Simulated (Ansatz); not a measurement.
Consider Si₂₅C₂₄ (cell charge +3, with a compensating background) (cell with a defect).

Input file:

```
crystal:
  lattice:
    - [3.0919365161, 5.3553911397, 5.0742922929]
    - [-6.1838730322, 0.0, 5.0742922929]
    - [3.0919365161, -5.3553911397, 5.0742922929]
  atoms:
    - { symbol: Si, position: [0.3342252056, 0.664427642, 0.5020846515] }
    - { symbol: Si, position: [0.6655122236, 0.9981896115, 0.8290053435] }
    - { symbol: Si, position: [0.5016263259, 0.8312450463, 0.16783915] }
    - { symbol: Si, position: [0.5020846515, 0.3342252056, 0.664427642] }
    - { symbol: Si, position: [0.3568450248, 0.1748772333, 0.9927140239], spin: 0.1 }
    - { symbol: Si, position: [0.664427642, 0.5020846515, 0.3342252056] }
    - { symbol: Si, position: [0.9981896115, 0.8290053435, 0.6655122236] }
    - { symbol: Si, position: [0.8290053435, 0.6655122236, 0.9981896115] }
    - { symbol: Si, position: [0.1748772333, 0.9927140239, 0.3568450248], spin: 0.1 }
    - { symbol: Si, position: [0.8312450463, 0.16783915, 0.5016263259] }
    - { symbol: Si, position: [0.16783915, 0.5016263259, 0.8312450463] }
    - { symbol: Si, position: [0.9927140239, 0.3568450248, 0.1748772333], spin: 0.1 }
    - { symbol: Si, position: [0.4996136926, 0.6659133678, 0.8318703051] }
    - { symbol: Si, position: [0.8228938902, 0.9914290156, 0.1594978507], spin: 0.1 }
    - { symbol: Si, position: [0.6659133678, 0.8318703051, 0.4996136926] }
    - { symbol: Si, position: [0.6673777508, 0.3343935409, 0.9976964375] }
    - { symbol: Si, position: [0.5019276991, 0.1667382413, 0.3337357398] }
    - { symbol: Si, position: [0.8318703051, 0.4996136926, 0.6659133678] }
    - { symbol: Si, position: [0.1594978507, 0.8228938902, 0.9914290156], spin: 0.1 }
    - { symbol: Si, position: [0.9976964375, 0.6673777508, 0.3343935409] }
    - { symbol: Si, position: [0.3343935409, 0.9976964375, 0.6673777508] }
    - { symbol: Si, position: [0.9914290156, 0.1594978507, 0.8228938902], spin: 0.1 }
    - { symbol: Si, position: [0.3337357398, 0.5019276991, 0.1667382413] }
    - { symbol: Si, position: [0.1667382413, 0.3337357398, 0.5019276991] }
    - { symbol: C, position: [0.4587600225, 0.7911927004, 0.6249784739] }
    - { symbol: C, position: [0.783381498, 0.1259955867, 0.9544515452] }
    - { symbol: C, position: [0.6212448708, 0.9574051618, 0.2931347848] }
    - { symbol: C, position: [0.6249784739, 0.4587600225, 0.7911927004] }
    - { symbol: C, position: [0.4617364143, 0.2951595216, 0.127500687] }
    - { symbol: C, position: [0.7911927004, 0.6249784739, 0.4587600225] }
    - { symbol: C, position: [0.1259955867, 0.9544515452, 0.783381498] }
    - { symbol: C, position: [0.9544515452, 0.783381498, 0.1259955867] }
    - { symbol: C, position: [0.2951595216, 0.127500687, 0.4617364143] }
    - { symbol: C, position: [0.9574051618, 0.2931347848, 0.6212448708] }
    - { symbol: C, position: [0.2931347848, 0.6212448708, 0.9574051618] }
    - { symbol: C, position: [0.127500687, 0.4617364143, 0.2951595216] }
    - { symbol: C, position: [0.2923070716, 0.4562962317, 0.6262275475] }
    - { symbol: C, position: [0.6220846373, 0.7928175577, 0.9576560319] }
    - { symbol: C, position: [0.4562962317, 0.6262275475, 0.2923070716] }
    - { symbol: C, position: [0.4604199618, 0.1248103345, 0.7865490789] }
    - { symbol: C, position: [0.2907224534, 0.960957558, 0.1258899285], spin: 0.1 }
    - { symbol: C, position: [0.6262275475, 0.2923070716, 0.4562962317] }
    - { symbol: C, position: [0.9576560319, 0.6220846373, 0.7928175577] }
    - { symbol: C, position: [0.7865490789, 0.4604199618, 0.1248103345] }
    - { symbol: C, position: [0.1248103345, 0.7865490789, 0.4604199618] }
    - { symbol: C, position: [0.7928175577, 0.9576560319, 0.6220846373] }
    - { symbol: C, position: [0.1258899285, 0.2907224534, 0.960957558], spin: 0.1 }
    - { symbol: C, position: [0.960957558, 0.1258899285, 0.2907224534], spin: 0.1 }
    - { symbol: Si, position: [0.0860857714, 0.0860857714, 0.0860857714], spin: 0.1 }
  host:
    lattice:
      - [3.0919365161, 0.0, 0.0]
      - [-1.545968258, 2.6776955698, 0.0]
      - [0.0, 0.0, 5.0742922929]
    atoms:
      - { symbol: Si, position: [0.3333333333, 0.6666666667, 0.4995817072] }
      - { symbol: Si, position: [0.6666666667, 0.3333333333, 0.9995817072] }
      - { symbol: C, position: [0.3333333333, 0.6666666667, 0.8754182928] }
      - { symbol: C, position: [0.6666666667, 0.3333333333, 0.3754182928] }
total_charge: 3
basis:
  ecutwfc: 420
  xc_grid: 2
kpoints:
  mp_grid: { grid: [2, 2, 2], shift: [0.5, 0.5, 0.5] }
hamiltonian:
  xc: pbe
scf:
  occupations: { method: gaussian, width: 0.01 }
output:
  forces: true
  stress: false
  eigenvalues: true
  populations: true
  charged_corrections:
    defect_position: [0.06944444, 0.06944444, 0.06944444]
    epsilon: [[10.2148, 0.0, 0.0], [0.0, 10.2148, 0.0], [0.0, 0.0, 11.3838]]
  write_density: true
  write_potential: true
  elf: true
  volumetric_format: npy
magnetization:
  spin_polarized: true
relax:
  adjacent_minimum: "off"
  f_tol: 0.025
  max_steps: 45
```

Run with:

```sh
ansatz run input.yaml --threads 4 --pin off --max-ram 6144MiB --backend cpu --events-out ev --progress --plain --runs-dir out
```

The fields are those of the relaxed geometry.

Spin-polarised.

These are results of DFT PBE, scalar-relativistic, plane waves, PAW in Ansatz 0.2.0, not measurements.

Q: What can the converged valence pseudo-density and electron localisation function tell about the bonding?

A: Si–C (1.89 Å): ρ is about 0.88 e/Å³ halfway; the ELF peaks at about 0.95 between the atoms; a covalent bond.
Si–C (1.89 Å): ρ is about 0.88 e/Å³ halfway; the ELF peaks at about 0.95 between the atoms: a covalent bond.
Si–C (2.07 Å): ρ at the midpoint is about 0.65 e/Å³; the ELF peaks at about 0.90 between the atoms.

Q: Does the calculation make it a metal, or give it a gap?

A: It is gapped, with a Kohn–Sham gap of 0.33 eV on the k-point mesh (the band edges may lie off the mesh, which would make the gap smaller).

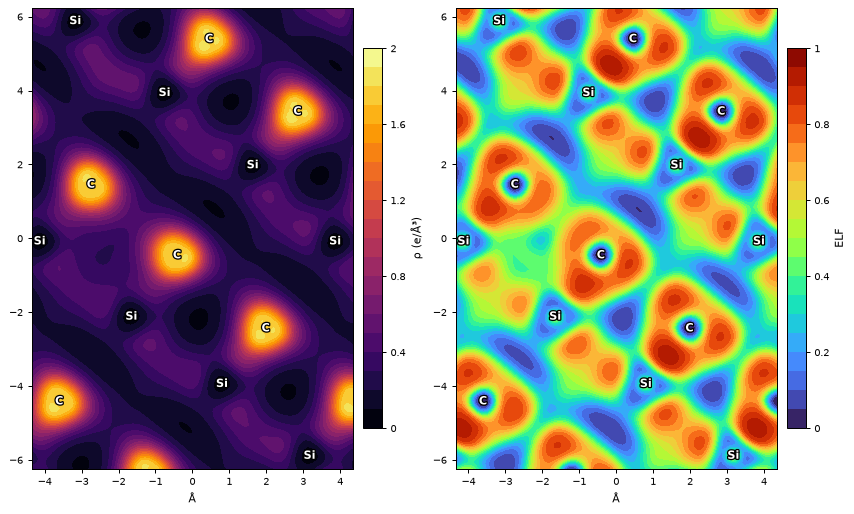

Computed valence pseudo-density and electron localisation function on the (101̄) plane of the calculation cell, in this order. Atoms just off the plane (Si, 0.9 Å away and C, 0.9 Å away) can leave unmarked features too.

In a PAW calculation such maps are meaningful between the atoms, not at the nuclei.
